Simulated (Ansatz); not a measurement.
**Run report: LiNbO3, single-point calculation (part 2 of 2)**

Continued. System: LiNbO3 (40 atoms in the cell). Method: DFT PBE, scalar-relativistic, plane waves, PAW, no spin polarisation (Ansatz 0.2.0); cutoff 420 eV, 2×2×2 k-mesh, Gaussian smearing of 0.01 eV. The structure derives from an entry of the Crystallography Open Database.

**Output, continued**
```
  k-point 0: bands = ["-47.2485", "-47.2441", "-47.2441", "-47.2441", "-47.2397", "-47.2397", "-47.2397", "-47.2354", "-35.7135", "-35.7129", "-35.7129", "-35.7129", "-35.7120", "-35.7120", "-35.7120", "-35.7112", "-23.5558", "-23.5558", "-23.5558", "-23.5462", "-23.5462", "-23.5462", "-23.5460", "-23.5460", "-23.5134", "-23.5134", "-23.5134", "-23.4636", "-23.4036", "-23.4036", "-23.3967", "-23.3967", "-23.3967", "-23.3406", "-23.3406", "-23.3406", "-23.3151", "-23.3151", "-23.3151", "-23.2956",
      "-9.9308", "-9.5925", "-9.5925", "-9.5925", "-9.2978", "-9.2978", "-9.2978", "-9.2750", "-9.2750", "-9.1932", "-9.1932", "-9.1932", "-8.5266", "-8.5266", "-8.5266", "-8.4574", "-8.4465", "-8.4465", "-8.4465", "-8.3969", "-8.3969", "-8.3969", "-8.2549", "-8.2549", "2.4996", "2.4996", "2.4996", "2.5461", "2.5461", "2.5461", "2.6380", "2.6380", "2.6954", "2.6954", "2.6954", "2.8206", "2.8559", "2.8559", "2.8559", "2.9015",
      "2.9015", "3.7452", "4.1200", "4.1200", "4.1200", "4.3528", "4.3528", "4.3528", "4.6341", "4.6341", "4.6341", "4.8727", "4.9428", "4.9428", "5.0533", "5.0533", "5.0533", "5.1057", "5.1057", "5.1057", "5.2179", "5.2179", "5.2179", "5.6276", "5.6276", "5.6276", "5.6804", "5.6804", "5.6804", "5.7426", "5.8916", "5.8916", "5.8916", "5.9446", "5.9446", "5.9446", "6.0120", "6.0120", "6.2295", "6.2310",
      "6.2310", "6.2486", "6.2486", "6.2486", "6.2654", "6.2654", "6.2654", "6.4325", "6.4350", "6.4350", "6.4350", "6.7387", "6.7387", "6.7387", "6.9273", "6.9273", "10.5152", "10.5152", "10.5954", "10.5954", "10.5954", "10.9736", "11.0299", "11.0299", "11.0299", "11.4674", "11.4674", "11.4674", "11.5180", "11.5180", "11.5180", "12.0104", "12.0104", "12.0849", "12.0849", "12.0849", "12.1425", "12.2618", "12.2618", "12.2618",
      "14.0729", "14.3793", "14.3793", "14.3793", "14.4029", "14.4029", "14.8209", "14.8209", "14.8209", "14.9677", "14.9677", "14.9677", "16.6539", "16.6539", "16.6539", "16.6558"]
  k-point 1: bands = ["-47.2463", "-47.2463", "-47.2419", "-47.2419", "-47.2419", "-47.2419", "-47.2376", "-47.2376", "-35.7132", "-35.7132", "-35.7125", "-35.7125", "-35.7125", "-35.7125", "-35.7116", "-35.7116", "-23.5508", "-23.5508", "-23.5444", "-23.5444", "-23.5444", "-23.5444", "-23.5182", "-23.5182", "-23.4701", "-23.4701", "-23.4537", "-23.4537", "-23.4537", "-23.4537", "-23.4147", "-23.4147", "-23.4000", "-23.4000", "-23.3367", "-23.3367", "-23.3367", "-23.3367", "-23.3113", "-23.3113",
      "-9.7291", "-9.7291", "-9.3926", "-9.3926", "-9.3926", "-9.3926", "-9.2392", "-9.2392", "-8.9571", "-8.9571", "-8.8885", "-8.8885", "-8.8885", "-8.8885", "-8.8432", "-8.8432", "-8.4683", "-8.4683", "-8.4683", "-8.4683", "-8.4020", "-8.4020", "-8.3247", "-8.3247", "2.5300", "2.5300", "2.5300", "2.5300", "2.5863", "2.5863", "2.7045", "2.7045", "2.9193", "2.9193", "3.1935", "3.1935", "3.1935", "3.1935", "3.3721", "3.3721",
      "3.4398", "3.4398", "3.6860", "3.6860", "4.0154", "4.0154", "4.0154", "4.0154", "4.3450", "4.3450", "4.5015", "4.5015", "4.5015", "4.5015", "4.7664", "4.7664", "4.9497", "4.9497", "5.2357", "5.2357", "5.2357", "5.2357", "5.5307", "5.5307", "5.5307", "5.5307", "5.6075", "5.6075", "5.7156", "5.7156", "5.8619", "5.8619", "5.9150", "5.9150", "5.9150", "5.9150", "6.0603", "6.0603", "6.1887", "6.1887",
      "6.2163", "6.2163", "6.3376", "6.3376", "6.3376", "6.3376", "6.5567", "6.5567", "6.6324", "6.6324", "6.6682", "6.6682", "6.6682", "6.6682", "6.8507", "6.8507", "10.5724", "10.5724", "10.8299", "10.8299", "10.8299", "10.8299", "11.0216", "11.0216", "11.1231", "11.1231", "11.5503", "11.5503", "11.6067", "11.6067", "11.6067", "11.6067", "12.0544", "12.0544", "12.0544", "12.0544", "12.1542", "12.1542", "12.1733", "12.1733",
      "14.3379", "14.3379", "14.3995", "14.3995", "14.5843", "14.5843", "14.5843", "14.5843", "15.4948", "15.4948", "15.8790", "15.8790", "15.8790", "15.8790", "15.9101", "15.9101"]
  k-point 2: bands = ["-47.2441", "-47.2441", "-47.2441", "-47.2441", "-47.2398", "-47.2398", "-47.2397", "-47.2397", "-35.7128", "-35.7128", "-35.7128", "-35.7128", "-35.7120", "-35.7120", "-35.7120", "-35.7120", "-23.5417", "-23.5417", "-23.5416", "-23.5416", "-23.4836", "-23.4836", "-23.4805", "-23.4805", "-23.4757", "-23.4757", "-23.4722", "-23.4722", "-23.4455", "-23.4455", "-23.4443", "-23.4443", "-23.3958", "-23.3958", "-23.3937", "-23.3937", "-23.3327", "-23.3327", "-23.3321", "-23.3321",
      "-9.5255", "-9.5255", "-9.5037", "-9.5037", "-9.0335", "-9.0335", "-9.0196", "-9.0196", "-8.9946", "-8.9946", "-8.9664", "-8.9664", "-8.8537", "-8.8537", "-8.8495", "-8.8495", "-8.7782", "-8.7782", "-8.7369", "-8.7369", "-8.4146", "-8.4146", "-8.4083", "-8.4083", "2.5421", "2.5421", "2.5961", "2.5961", "3.0532", "3.0532", "3.0695", "3.0695", "3.1491", "3.1491", "3.3070", "3.3070", "3.3998", "3.3998", "3.4986", "3.4986",
      "3.5976", "3.5976", "3.6623", "3.6623", "3.9310", "3.9310", "3.9609", "3.9609", "4.0784", "4.0784", "4.1940", "4.1940", "4.4000", "4.4000", "4.5064", "4.5064", "4.5607", "4.5607", "4.7427", "4.7427", "4.8109", "4.8109", "5.2221", "5.2221", "5.5418", "5.5418", "5.5514", "5.5514", "5.6861", "5.6861", "5.8415", "5.8415", "5.9385", "5.9385", "6.0485", "6.0485", "6.2233", "6.2233", "6.2285", "6.2285",
      "6.3921", "6.3921", "6.4118", "6.4118", "6.5835", "6.5835", "6.6149", "6.6149", "6.6755", "6.6755", "6.6938", "6.6938", "6.7077", "6.7077", "6.8240", "6.8240", "10.7352", "10.7352", "10.7805", "10.7805", "10.9526", "10.9526", "10.9591", "10.9591", "11.2838", "11.2838", "11.5572", "11.5572", "11.5892", "11.5892", "11.6410", "11.6410", "11.8556", "11.8556", "11.9623", "11.9623", "12.0428", "12.0428", "12.1347", "12.1347",
      "14.3149", "14.3149", "14.4800", "14.4800", "15.1712", "15.1712", "15.2076", "15.2076", "15.2717", "15.2717", "15.7307", "15.7307", "16.0934", "16.0934", "16.1647", "16.1647"]
  k-point 3: bands = ["-47.2420", "-47.2420", "-47.2419", "-47.2419", "-47.2419", "-47.2419", "-47.2419", "-47.2419", "-35.7124", "-35.7124", "-35.7124", "-35.7124", "-35.7124", "-35.7124", "-35.7124", "-35.7124", "-23.4807", "-23.4807", "-23.4807", "-23.4807", "-23.4807", "-23.4807", "-23.4767", "-23.4767", "-23.4767", "-23.4767", "-23.4767", "-23.4767", "-23.4760", "-23.4760", "-23.4760", "-23.4760", "-23.3822", "-23.3822", "-23.3792", "-23.3792", "-23.3792", "-23.3792", "-23.3792", "-23.3792",
      "-9.2323", "-9.2323", "-9.1656", "-9.1656", "-9.1656", "-9.1656", "-9.1656", "-9.1656", "-8.8523", "-8.8523", "-8.8523", "-8.8523", "-8.8523", "-8.8523", "-8.7897", "-8.7897", "-8.7897", "-8.7897", "-8.7696", "-8.7696", "-8.7696", "-8.7696", "-8.7696", "-8.7696", "3.0341", "3.0341", "3.0341", "3.0341", "3.0341", "3.0341", "3.3035", "3.3035", "3.3035", "3.3035", "3.3035", "3.3035", "3.5459", "3.5459", "3.5459", "3.5459",
      "3.7590", "3.7590", "3.7717", "3.7717", "3.7717", "3.7717", "3.7717", "3.7717", "4.2238", "4.2238", "4.2238", "4.2238", "4.2238", "4.2238", "4.3256", "4.3256", "4.3256", "4.3256", "4.7070", "4.7070", "4.7786", "4.7786", "4.7786", "4.7786", "4.7786", "4.7786", "5.1974", "5.1974", "5.1974", "5.1974", "5.1974", "5.1974", "6.3253", "6.3253", "6.4949", "6.4949", "6.4949", "6.4949", "6.4949", "6.4949",
      "6.6206", "6.6206", "6.6206", "6.6206", "6.6333", "6.6333", "6.6333", "6.6333", "6.6333", "6.6333", "6.7153", "6.7153", "6.7153", "6.7153", "6.7153", "6.7153", "10.7715", "10.7715", "10.7715", "10.7715", "10.7715", "10.7715", "11.4924", "11.4924", "11.5769", "11.5769", "11.5769", "11.5769", "11.5769", "11.5769", "11.6941", "11.6941", "11.6941", "11.6941", "11.7875", "11.7875", "11.7875", "11.7875", "11.7875", "11.7875",
      "14.9895", "14.9895", "14.9895", "14.9895", "14.9895", "14.9895", "15.3528", "15.3528", "15.3528", "15.3528", "15.8283", "15.8283", "15.8283", "15.8283", "15.8283", "15.8283"]
```

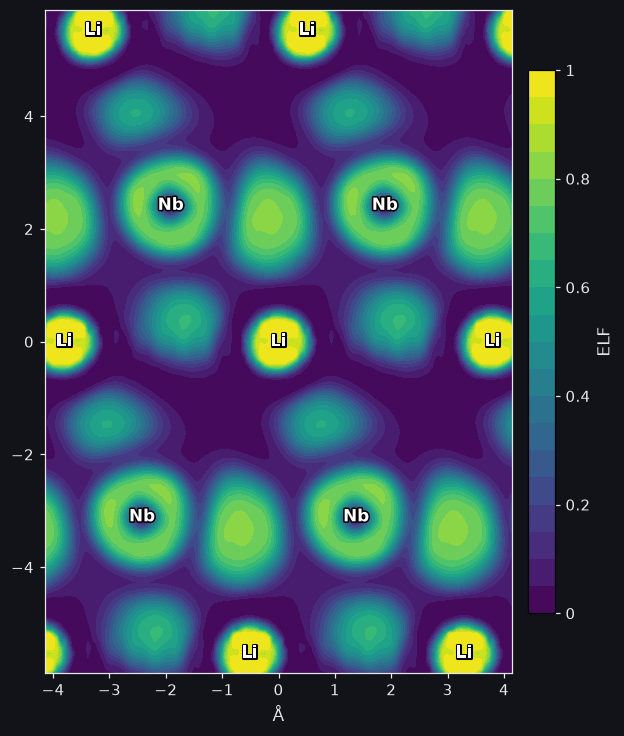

Figure 1. ELF on the (011̄) plane of the calculation cell. The section cuts through Li and Nb sites. The strong features right at Li and Nb lie inside the PAW spheres (semicore, d or f shells) and say nothing about bonding. In a PAW calculation such maps are meaningful between the atoms, not at the nuclei.

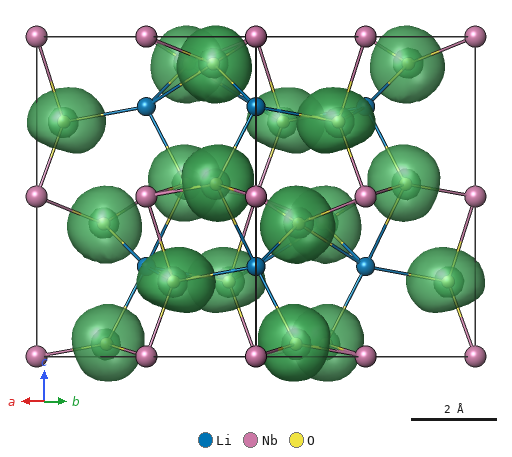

Figure 2. Isosurface of the electron localisation function at 0.7 (green), seen along [110]. Only the valence region is drawn (cores and ρ < 0.01 e/Å³ removed). Sticks mark near contacts. The outline is the calculation cell. Along the contacts the grid gives the following. Nb–O (1.88 Å): the ELF peaks at about 0.80 in the valence shell of O, 0.5 Å from its nucleus, and drops to about 0.30 between the two atoms. Li–O (2.08 Å): the ELF is about 0.50 at the midpoint.

**Results in brief**

```tsv
quantity	value
outcome	converged
space group (tolerance 0.01 Å)	R3c (161)
electrons treated	272
free energy	−51717.9389 eV
Fermi energy	8.721 eV
gap on the k-point mesh	3.59 eV
pressure	−0.02 GPa
largest force (length of the vector)	0.021 eV/Å
wall time	4.3 s (CPU time 32 s)
peak memory	1.6 GiB
```
